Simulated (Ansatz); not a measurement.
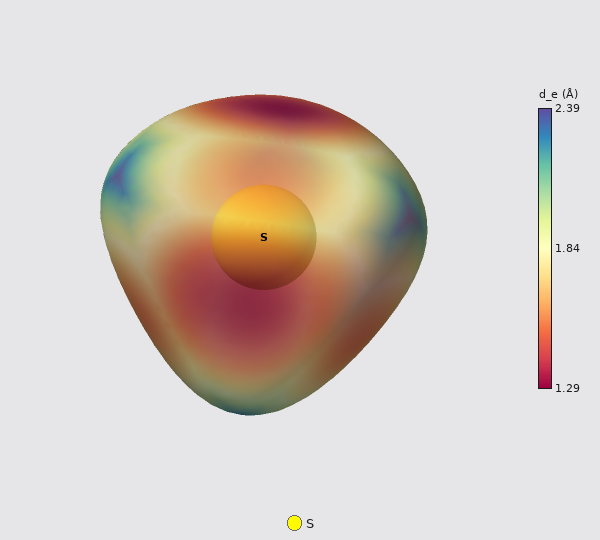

Hirshfeld surface computed for one S atom in MoS2 (Fm-3m), coloured by d_e.

The surface is where the fragment's share of the procrystal density (the sum of the densities of spherically averaged neutral Hartree-Fock atoms) equals one half. d_i and d_e are the distances from the surface to the nearest nucleus inside and outside. From Rb on the atoms have core potentials, so only their outer electrons count.

Origin of the cell: the input geometry of an electronic-structure calculation (not necessarily at equilibrium); the starting structure was generated, so it need not be a known form of this composition.

```xyz
12
Lattice="5.8648 0.0000 0.0000 0.0000 5.8648 0.0000 0.0000 0.0000 5.8648" Properties=species:S:1:pos:R:3 pbc="T T T"
Mo    0.0000    0.0000    0.0000
S     1.4662    4.3986    4.3986
S     1.4662    1.4662    4.3986
Mo    0.0000    2.9324    2.9324
S     1.4662    1.4662    1.4662
S     1.4662    4.3986    1.4662
Mo    2.9324    0.0000    2.9324
S     4.3986    4.3986    1.4662
S     4.3986    1.4662    1.4662
Mo    2.9324    2.9324    0.0000
S     4.3986    1.4662    4.3986
S     4.3986    4.3986    4.3986
```

> What is the shortest distance from the fragment to an atom outside it?

S–Mo, 2.54 Å.

> How is the surface shared among contacts (nearest atom inside ··· nearest atom outside)?

S···Mo 54 %, S···S 46 %. The surface faces 10 neighbours with more than 2 % of its area each: 6 S + 4 Mo.

> Give the size and shape of the surface.

It encloses about 12.8 Å³, has an area of about 27 Å² and a globularity of 0.98 (1 for a sphere).
